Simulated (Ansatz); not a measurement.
```xyz
6
Lattice="2.0279 -2.0279 0.0000 0.0000 2.0279 -2.0279 8.2560 8.2560 8.2560" Properties=species:S:1:pos:R:3 pbc="T T T"
Ti    6.2281    4.2002    4.2002
Ti    4.0558    4.0558    2.0279
Ti    6.2281    6.2281    6.2281
Ti    2.0280    0.0000    0.0000
Ti    8.2560    8.2560    6.2281
Ti    2.0279    2.0279    2.0279
```

Space group P-3m1; not relaxed (largest force 0.4 eV/Å); computed without spin polarisation.

All numbers below come from Ansatz, DFT PBEsol, scalar-relativistic, plane waves, PAW.

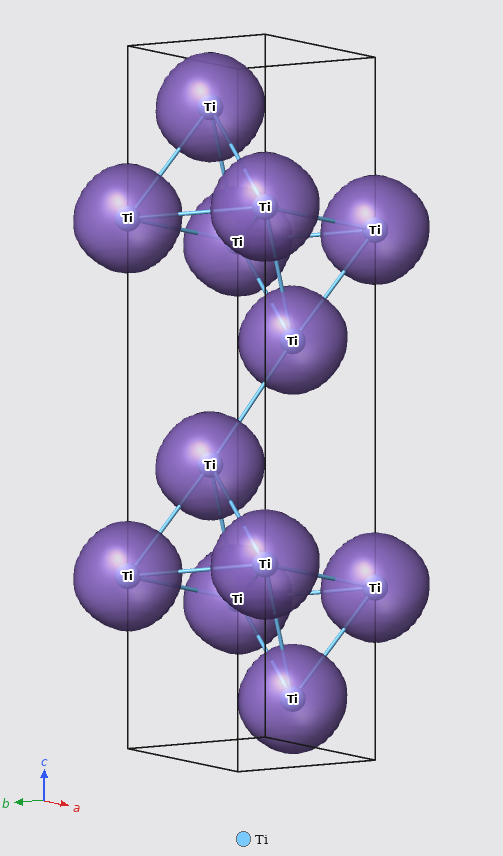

Ti. Isosurface of the valence electron density at 0.3 e/Å³ (purple), seen at an oblique angle. Sticks mark near contacts.

### What does this surface tell about the bonding?

At this value the density breaks into separate islands; it holds about 80 % of the electrons treated as valence (semicore included). It bridges none of the near contacts. It is pinched off along the sampled Ti–Ti (2.87 Å) and Ti–Ti (3.08 Å) contacts. On the grid the lowest density along these lines, outside the cores, is 0.2 e/Å³ (Ti–Ti, 2.87 Å) and 0.16 e/Å³ (Ti–Ti, 3.08 Å).

### Metal or insulator at this level of theory?

It is gapless in this calculation (a metal or semimetal).
